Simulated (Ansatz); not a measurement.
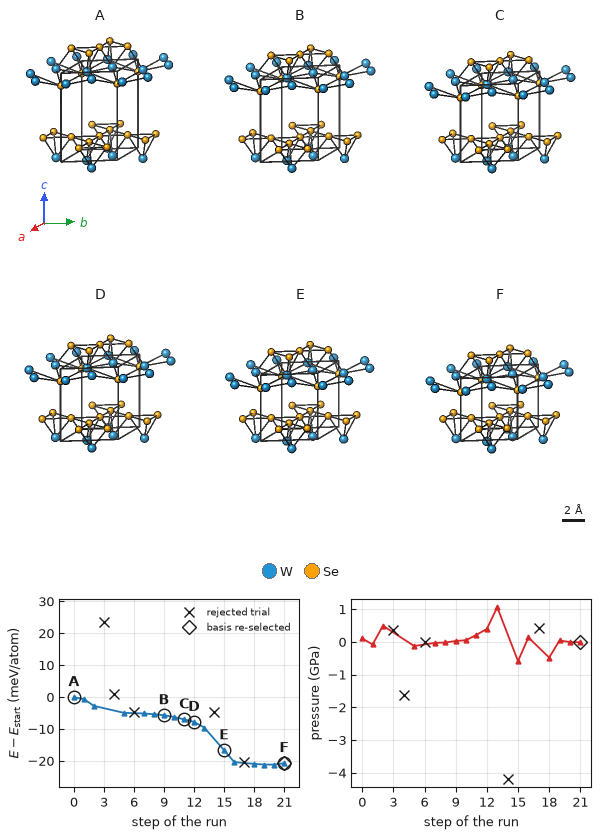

Frames of a relaxation of solid WSe2 (a generated structure, set up in P6mm), marked on the history of the run. The picture is a ball-and-stick view of the cell of the calculation, seen slightly off an axis.

The calculation used DFT PBE, scalar-relativistic, plane waves, PAW (Ansatz).

The input:
```yaml
crystal:
  lattice:
    - [5.1757048568, 0.0, 0.0]
    - [-2.5878524284, 4.4822918885, 0.0]
    - [0.0, 0.0, 8.2962291856]
  atoms:
    - { symbol: W, position: [0.3333333333, 0.6666666667, 0.9644554329] }
    - { symbol: W, position: [0.6666666667, 0.3333333333, 0.9644554329] }
    - { symbol: Se, position: [0.0, 0.0, 0.8588565532] }
    - { symbol: Se, position: [0.5, 0.0, 0.2142425604] }
    - { symbol: Se, position: [0.0, 0.5, 0.2142425604] }
    - { symbol: Se, position: [0.5, 0.5, 0.2142425604] }
basis:
  ecutwfc: 420
kpoints:
  mp_grid: { grid: [12, 12, 6] }
hamiltonian:
  xc: pbe
scf:
  occupations: { method: gaussian, width: 0.1 }
output:
  forces: true
  stress: true
  eigenvalues: true
  write_density: true
  write_potential: true
  elf: true
  volumetric_format: npy
relax:
  adjacent_minimum: "off"
  f_tol: 0.01
  max_steps: 80
  cell: { stress_tol: 0.05 }
```

Launched with:
```bash
ansatz run input.yaml --threads 1 --pin off --max-ram 2560MiB --backend cpu --events-out ev --progress --plain --runs-dir out
```

> Describe the path.

The atom that moves furthest relative to the cell is Se3 (0.45 Å along −c). Largest moves by element: Se 0.45 Å, W 0.27 Å. The volume changes by −28.8 %, with a = b 5.176 → 5.200 Å (+0.5 %), c 8.296 → 5.852 Å (−29.5 %). Some distances before and after: W1–W2 2.988 → 3.002 Å, Se4–Se5 2.588 → 2.600 Å, W1–Se3 3.114 → 3.105 Å. Bond angles that change, for instance: W1–Se3–W2 147.3° → 150.5°. The space group stays P6mm (No. 183). The energy falls by 20.7 meV per atom in 15 accepted moves (21 points after the start). The largest force component goes from 0.038 to 0.00023 eV/Å. The pressure goes from 0.11 to −0.01 GPa. The line search rejected the trial steps at points 3, 4, 6, 14, 17 of the run. At 1 point the geometry stayed and the basis and grid were re-selected for the new cell (energy shift of 0.4 meV per atom at most each time). From step 0 to 9: W atoms move most (0.02 Å), volume −1.6 %, energy −5.7 meV per atom. From step 9 to 11: Se3 moves most (0.12 Å), volume −7.4 %, energy −1.3 meV per atom. From step 11 to 12: Se3 moves most (0.09 Å), volume −5.6 %, energy −0.8 meV per atom. From step 12 to 15: Se3 moves most (0.18 Å), volume −11.3 %, energy −8.9 meV per atom. From step 15 to 21: Se3 moves most (0.10 Å), volume −6.6 %, energy −4.0 meV per atom.

| step | E − E(0), meV/atom | largest force component, eV/Å | pressure, GPa | volume, Å³/atom | note |
| --- | --- | --- | --- | --- | --- |
| 0 | 0.00 | 0.0384 | 0.11 | 32.077 |  |
| 1 | -0.60 | 0.0919 | -0.07 | 32.145 |  |
| 2 | -2.73 | 0.0638 | 0.50 | 32.256 |  |
| 3 | 23.70 | 0.9949 | 0.37 | 33.582 | rejected |
| 4 | 1.05 | 0.4070 | -1.61 | 33.243 | rejected |
| 5 | -4.91 | 0.0647 | -0.12 | 32.656 |  |
| 6 | -4.75 | 0.1144 | 0.01 | 32.686 | rejected |
| 7 | -5.11 | 0.0008 | -0.03 | 32.600 |  |
| 8 | -5.33 | 0.0081 | -0.01 | 32.189 |  |
| 9 | -5.68 | 0.0239 | 0.03 | 31.550 |  |
| 10 | -6.21 | 0.0315 | 0.06 | 30.617 |  |
| 11 | -6.97 | 0.1073 | 0.22 | 29.207 |  |
| 12 | -7.78 | 0.1878 | 0.40 | 27.577 |  |
| 13 | -9.52 | 0.3881 | 1.06 | 25.522 |  |
| 14 | -4.66 | 0.7726 | -4.18 | 24.055 | rejected |
| 15 | -16.67 | 0.0577 | -0.58 | 24.467 |  |
| 16 | -20.34 | 0.0423 | 0.14 | 23.356 |  |
| 17 | -20.26 | 0.0736 | 0.42 | 22.317 | rejected |
| 18 | -20.91 | 0.0798 | -0.47 | 23.023 |  |
| 19 | -21.12 | 0.0141 | 0.05 | 22.837 |  |
| 20 | -21.13 | 0.0006 | 0.00 | 22.841 |  |
| 21 | -20.68 | 0.0002 | -0.01 | 22.841 | same geometry, new basis |
